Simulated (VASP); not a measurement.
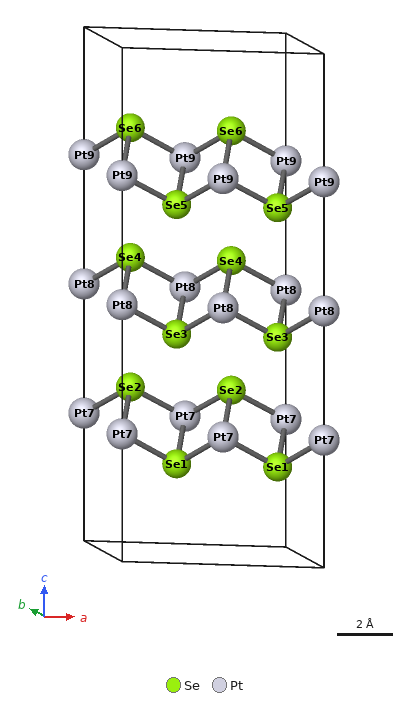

*The structure (ball-and-stick view of the 2 × 1 repeat of the cell, with the vacuum cut short, seen slightly off an axis; atoms are numbered from 1 in the order of the input). An atom can appear more than once, as a periodic image.*

Run report: PtSe₂, band-structure run (part 1 of 2)

PtSe₂ (slab, 9 atoms in the cell), computed with Kohn-Sham DFT of a periodic cell, PBE with D3(BJ), VASP PAW PBE potentials, recommended, no spin polarisation (VASP 6.6.1).

The structure derives from an entry of the Crystallography Open Database.

OSZICAR
```
N       E                     dE             d eps       ncg     rms          rms(c)
DAV:   1     0.480720952381E+03    0.48072E+03   -0.26514E+04   602   0.126E+03
DAV:   2     0.387925633430E+01   -0.47684E+03   -0.44850E+03   763   0.239E+02
DAV:   3    -0.436007817778E+02   -0.47480E+02   -0.46036E+02   745   0.771E+01
DAV:   4    -0.449771917645E+02   -0.13764E+01   -0.13624E+01   700   0.141E+01
DAV:   5    -0.450184026319E+02   -0.41211E-01   -0.41163E-01   737   0.239E+00    0.216E+01
DAV:   6    -0.432660901719E+02    0.17523E+01   -0.12534E+01   646   0.232E+01    0.130E+01
DAV:   7    -0.428225815961E+02    0.44351E+00   -0.36280E+00   629   0.134E+01    0.538E+00
DAV:   8    -0.426851822563E+02    0.13740E+00   -0.27902E-01   697   0.347E+00    0.129E+00
DAV:   9    -0.426722757818E+02    0.12906E-01   -0.88714E-02   700   0.187E+00    0.416E-01
DAV:  10    -0.426721620533E+02    0.11373E-03   -0.98782E-03   726   0.593E-01    0.253E-01
DAV:  11    -0.426720984341E+02    0.63619E-04   -0.11680E-03   732   0.251E-01    0.144E-01
DAV:  12    -0.426720907222E+02    0.77119E-05   -0.53885E-04   718   0.135E-01    0.230E-02
DAV:  13    -0.426721035692E+02   -0.12847E-04   -0.99798E-05   708   0.474E-02    0.122E-02
DAV:  14    -0.426721156302E+02   -0.12061E-04   -0.12280E-05   694   0.143E-02    0.100E-02
DAV:  15    -0.426721335015E+02   -0.17871E-04   -0.58577E-06   689   0.111E-02    0.486E-03
DAV:  16    -0.426721484872E+02   -0.14986E-04   -0.20933E-06   694   0.620E-03    0.246E-03
DAV:  17    -0.426721585597E+02   -0.10072E-04   -0.46378E-07   636   0.285E-03    0.164E-03
DAV:  18    -0.426721782818E+02   -0.19722E-04   -0.17756E-06   686   0.281E-03    0.104E-03
DAV:  19    -0.426721846662E+02   -0.63845E-05   -0.29860E-07   569   0.186E-03    0.616E-04
DAV:  20    -0.426721912859E+02   -0.66196E-05   -0.51791E-07   536   0.131E-03    0.409E-04
DAV:  21    -0.426721918393E+02   -0.55348E-06   -0.23953E-08   532   0.423E-04    0.199E-04
DAV:  22    -0.426721925502E+02   -0.71086E-06   -0.16472E-08   466   0.294E-04    0.898E-05
DAV:  23    -0.426721930730E+02   -0.52277E-06   -0.15032E-08   489   0.241E-04    0.930E-05
DAV:  24    -0.426721933118E+02   -0.23881E-06   -0.62739E-09   459   0.128E-04    0.779E-05
DAV:  25    -0.426721933935E+02   -0.81767E-07   -0.33097E-09   465   0.114E-04
   1 F= -.46454657E+02 E0= -.46454166E+02  d E =-.981811E-03
       N       E                     dE             ncg
DAV:   1     0.718382466470E+03   -0.39246E+04      258
DAV:   2    -0.700647444185E+03   -0.14190E+04      340
DAV:   3    -0.840901146492E+03   -0.14025E+03      313
DAV:   4    -0.845076522586E+03   -0.41754E+01      316
DAV:   5    -0.845191300374E+03   -0.11478E+00      313
DAV:   6    -0.845194352911E+03   -0.30525E-02      332
DAV:   7    -0.845194505247E+03   -0.15234E-03      348
DAV:   8    -0.845194508742E+03   -0.34958E-05      332
DAV:   9    -0.845194508945E+03   -0.20224E-06      284
DAV:  10    -0.845194508953E+03   -0.79548E-08      180
```

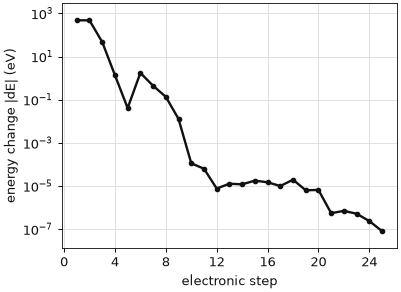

*Convergence of the self-consistent field: energy change |dE| against the electronic step.*

It takes 25 electronic steps. The density is held fixed in the first few steps, and dE rises again when its update begins.

Parts of OUTCAR
```
PREC = Accurate
   ENCUT = 520
   EDIFF = 1E-7
   ISMEAR = 0
   LREAL = F
   LASPH = T
   NELM = 80
   ISIF = 2
   GGA = PE
   IVDW = 12
 IVDW          = 12
 VDW_S6        =  1.00000000  s6, scaling of the dipole-dipole dispersion
 VDW_S8        =  0.78750002  s8, scaling of the dipole-quadrupole dispersion
 VDW_A1        =  0.42890000  a1, scaling of the critical radii
 VDW_A2        =  4.44070005  a2, offset of the critical radii
 VDW_RADIUS    = 50.20216178  two-body interaction cutoff (in Angstroms)
 VDW_CNRADIUS  = 21.16708996  CN, coordination number cutoff (in Angstroms)

 ion  position               nearest neighbor table
   1  0.667  0.333  0.298-   7 2.53   7 2.53   7 2.53
   2  0.333  0.667  0.383-   7 2.51   7 2.51   7 2.51
   3  0.667  0.333  0.458-   8 2.52   8 2.52   8 2.52
   4  0.333  0.667  0.542-   8 2.52   8 2.52   8 2.52
   5  0.667  0.333  0.617-   9 2.51   9 2.51   9 2.51
   6  0.333  0.667  0.702-   9 2.53   9 2.53   9 2.53
   7  0.000  0.000  0.341-   2 2.51   2 2.51   2 2.51   1 2.53   1 2.53   1 2.53
   8  0.000  0.000  0.500-   3 2.52   4 2.52   4 2.52   3 2.52   3 2.52   4 2.52
   9  0.000  0.000  0.659-   5 2.51   5 2.51   5 2.51   6 2.53   6 2.53   6 2.53

  LATTYP: Found a hexagonal cell.
 ALAT       =     3.7483412420
 C/A-ratio  =     8.1782842118

  Lattice vectors:

 A1 = (   3.7483412420,   0.0000000000,   0.0000000000)
 A2 = (  -1.8741706210,   3.2461587338,   0.0000000000)
 A3 = (   0.0000000000,   0.0000000000,  30.6550000000)

Analysis of symmetry for initial positions (statically):
=====================================================================
 Subroutine PRICEL returns:
 Original cell was already a primitive cell.

 Routine SETGRP: Setting up the symmetry group for a
 hexagonal supercell.

 Subroutine GETGRP returns: Found 12 space group operations
 (whereof 12 operations were pure point group operations)
 out of a pool of 24 trial point group operations.

The static configuration has the point symmetry D_3d.

Analysis of symmetry for dynamics (positions and initial velocities):
=====================================================================
 Subroutine PRICEL returns:
 Original cell was already a primitive cell.

 Routine SETGRP: Setting up the symmetry group for a
 hexagonal supercell.

 Subroutine GETGRP returns: Found 12 space group operations
 (whereof 12 operations were pure point group operations)
 out of a pool of 24 trial point group operations.

The dynamic configuration has the point symmetry D_3d.

 Subroutine INISYM returns: Found 12 space group operations
 (whereof 12 operations are pure point group operations),
 and found     1 'primitive' translations

----------------------------------------------------------------------------------------

                                     Primitive cell

  volume of cell :     373.0012

  direct lattice vectors                    reciprocal lattice vectors
     3.748341242  0.000000000  0.000000000     0.266784675  0.154028204  0.000000000
    -1.874170621  3.246158734  0.000000000     0.000000000  0.308056408  0.000000000
     0.000000000  0.000000000 30.655000000     0.000000000  0.000000000  0.032621106

  length of vectors
     3.748341242  3.748341239 30.655000000     0.308056408  0.308056408  0.032621106

  position of ions in fractional coordinates (direct lattice)
     0.666666670  0.333333330  0.298319953
     0.333333330  0.666666670  0.382934983
     0.666666670  0.333333330  0.457784903
     0.333333330  0.666666670  0.542215097
     0.666666670  0.333333330  0.617065017
     0.333333330  0.666666670  0.701680047
     0.000000000  0.000000000  0.341165657
     0.000000000  0.000000000  0.500000000
     0.000000000  0.000000000  0.658834343

  ion indices of the primitive-cell ions
   primitive index   ion index
                 1           1
                 2           2
                 3           3
                 4           4
                 5           5
                 6           6
                 7           7
                 8           8
                 9           9

----------------------------------------------------------------------------------------

 KPOINTS: Automatic mesh

Automatic generation of k-mesh.
 Grid dimensions read from file:
 generate k-points for:    6    6    1

 Generating k-lattice:

  Cartesian coordinates                     Fractional coordinates (reciprocal lattice)
     0.044464112  0.025671367  0.000000000     0.166666667  0.000000000  0.000000000
     0.000000000  0.051342735  0.000000000     0.000000000  0.166666667  0.000000000
     0.000000000  0.000000000  0.032621106     0.000000000  0.000000000  1.000000000

  Length of vectors
     0.051342735  0.051342735  0.032621106

  Shift w.r.t. Gamma in fractional coordinates (k-lattice)
     0.000000000  0.000000000  0.000000000

 Subroutine IBZKPT returns following result:
 ===========================================

 Found      7 irreducible k-points:

 Following reciprocal coordinates:
            Coordinates               Weight
  0.000000  0.000000  0.000000      1.000000
  0.166667 -0.000000  0.000000      6.000000
  0.333333 -0.000000  0.000000      6.000000
  0.500000 -0.000000  0.000000      3.000000
  0.166667  0.166667  0.000000      6.000000
  0.333333  0.166667  0.000000     12.000000
  0.333333  0.333333  0.000000      2.000000
   k-points           NKPTS =      7   k-points in BZ     NKDIM =      7   number of bands    NBANDS=     43
   number of dos      NEDOS =    301   number of ions     NIONS =      9
   total plane-waves  NPLWV = 188160
   dimension x,y,z NGX =    28 NGY =   28 NGZ =  240
   dimension x,y,z NGXF=    56 NGYF=   56 NGZF=  480
   ions per type =               6   3
   NGX,Y,Z   is equivalent  to a cutoff of  12.42, 12.42, 13.02 a.u.
   NGXF,Y,Z  is equivalent  to a cutoff of  24.84, 24.84, 26.03 a.u.
 SYSTEM =  unknown system
   PREC   = accura    normal or accurate (medium, high low for compatibility)
   ISTART =      0    job   : 0-new  1-cont  2-samecut
   ICHARG =      2    charge: 1-file 2-atom 10-const
   ISPIN  =      1    spin polarized calculation?
   LNONCOLLINEAR =      F non collinear calculations
   LSORBIT =      F    spin-orbit coupling
   LASPH  =      T    aspherical Exc in radial PAW
   ENCUT  =  520.0 eV  38.22 Ry    6.18 a.u.   6.97  6.97 57.00*2*pi/ulx,y,z
   NELM   =     80;   NELMIN=  2; NELMDL= -5     # of ELM steps
   EDIFF  = 0.1E-06   stopping-criterion for ELM
   LREAL  =      F    real-space projection
   EDIFFG = 0.1E-05   stopping-criterion for IOM
   NSW    =      0    number of steps for IOM
   IBRION =     -1    ionic relax: 0-MD 1-quasi-New 2-CG
   NFREE  =      0    steps in history (QN), initial steepest desc. (CG)
   ISIF   =      2    stress and relaxation
   ISYM   =      2    0-nonsym 1-usesym 2-fastsym
   POTIM  = 0.5000    time-step for ionic-motion
   TEBEG  =    0.0;   TEEND  =   0.0 temperature during run
   PSTRESS=    0.0 pullay stress
   NELECT =      66.0000    total number of electrons
   NUPDOWN=      -1.0000    fix difference up-down
   EMIN   =  10.00;   EMAX   =-10.00  energy-range for DOS
   EFERMI =   0.00;   METHOD = LEGACY
   ISMEAR =     0;   SIGMA  =   0.03  broadening in eV -4-tet -1-fermi 0-gaus
   EFERMI_NEDOS =   21; number of points for ismear=-14 and -15
   IALGO  =     38    algorithm
   IMIX   =      4    mixing-type and parameters
     AMIX     =   0.40;   BMIX     =  1.00
     AMIX_MAG =   1.60;   BMIX_MAG =  1.00
  volume/ion in A,a.u.               =      41.44       279.68
  Fermi-wavevector in a.u.,A,eV,Ry     =   0.919079  1.736807 11.492920  0.844706
  Thomas-Fermi vector in A             =   2.044232
   LORBIT       =      0    0 simple, 1 ext, 2 COOP (PROOUT), +10 PAW based schemes
   GGA     = PE    functional components
   LHFCALC =     F    Hartree Fock is set to
   AEXX    =    0.0000 exact exchange contribution
   IVDW    =    12    specifies the selected vdW correction
   LEPSILON=     F    determine dielectric tensor
   LRPA    =     F    only Hartree local field effects (RPA)
 non-spin polarized calculation
 Gauss-broadening in eV      SIGMA  =   0.03
  energy-cutoff  :      520.00
  volume of cell :      373.00
 maximum number of plane-waves:     10072
 NGX is ok and might be reduce to    28
   NGX = 13   NGY = 13   NGZ =113

 number of electron      65.9999991 magnetization

 dipolmoment           0.000000      0.000000      0.000000 electrons x Angstroem

 Free energy of the ion-electron system (eV)
  ---------------------------------------------------
  ext. energy  EPLUGINS =         0.00000000
  ---------------------------------------------------
  free energy    TOTEN  =       -42.67219339 eV

  energy without entropy =      -42.67121158  energy(sigma->0) =      -42.67170249

 E-fermi :   0.8705     XC(G=0):  -5.6201     alpha+bet : -5.4691

 val. band max:        0.8568946446   @ k =   0.0000   0.0000   0.0000
 cond. band min:       0.9027039273   @ k =   0.3333   0.3333   0.0000
 fundamental gap:      0.0458092827
 Fermi energy:         0.8705491547

 k-point     1 :       0.0000    0.0000    0.0000
  band No.  band energies     occupation
      1     -14.8494      2.00000
      2     -14.4885      2.00000
      3     -14.1211      2.00000
      4     -13.0906      2.00000
      5     -12.4913      2.00000
      6     -12.0851      2.00000
      7      -6.1730      2.00000
      8      -5.5121      2.00000
      9      -5.5121      2.00000
     10      -5.4125      2.00000
     11      -5.3944      2.00000
     12      -5.3944      2.00000
     13      -5.3844      2.00000
     14      -5.3844      2.00000
     15      -4.6680      2.00000
     16      -3.1817      2.00000
     17      -3.1817      2.00000
     18      -3.1005      2.00000
     19      -3.1005      2.00000
     20      -3.0957      2.00000
     21      -3.0957      2.00000
     22      -1.9658      2.00000
     23      -1.8478      2.00000
     24      -1.3949      2.00000
     25      -1.3475      2.00000
     26      -0.8089      2.00000
     27      -0.8089      2.00000
     28      -0.4628      2.00000
     29      -0.4628      2.00000
     30      -0.2761      2.00000
     31      -0.2761      2.00000
     32      -0.2301      2.00000
     33       0.8569      1.48022
     34       2.0697      0.00000
     35       2.0697      0.00000
     36       2.5720      0.00000
     37       2.5720      0.00000
     38       2.9171      0.00000
     39       2.9171      0.00000
     40       4.3614      0.00000
     41       4.4806      0.00000
     42       4.7395      0.00000
     43       4.9990      0.00000
```
